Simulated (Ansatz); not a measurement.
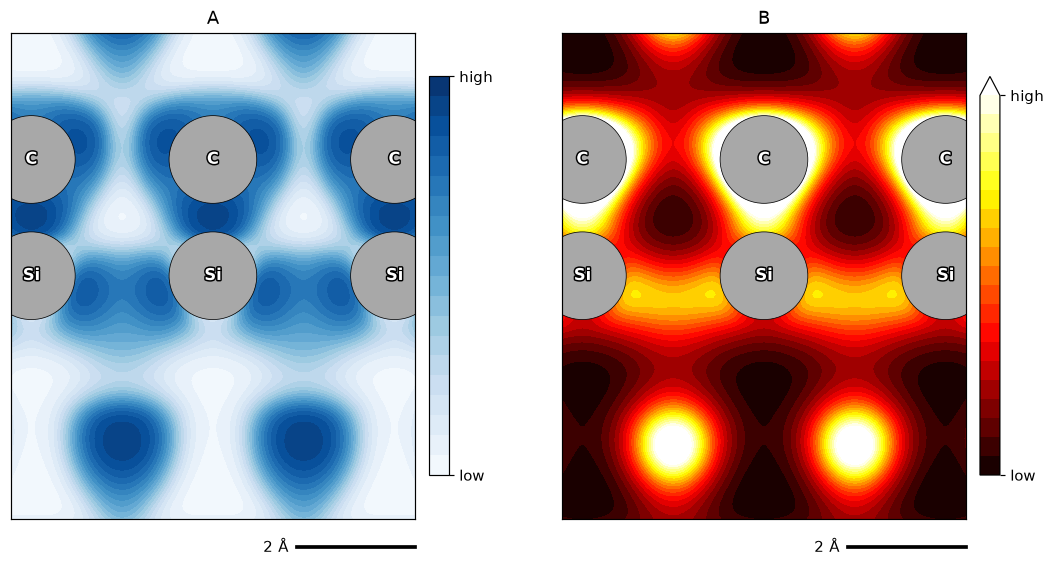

SiC: 2 fields on the (010) plane of the conventional cell, with unlabelled colour scales. Grey discs cover the atomic cores.

Space group R3m; not relaxed (largest force 1.4 eV/Å); computed pressure about 2 GPa in this cell.

Computed with DFT r2SCAN, scalar-relativistic, plane waves, PAW (Ansatz).

The panels show electron localisation function and valence pseudo-density in some order. Assign them.

Panel A: electron localisation function. Panel B: valence pseudo-density. From the grid: Si–C (1.97 Å): ρ is about 0.79 e/Å³ halfway; the ELF peaks at about 0.95 between the atoms; localised, covalent bonding.
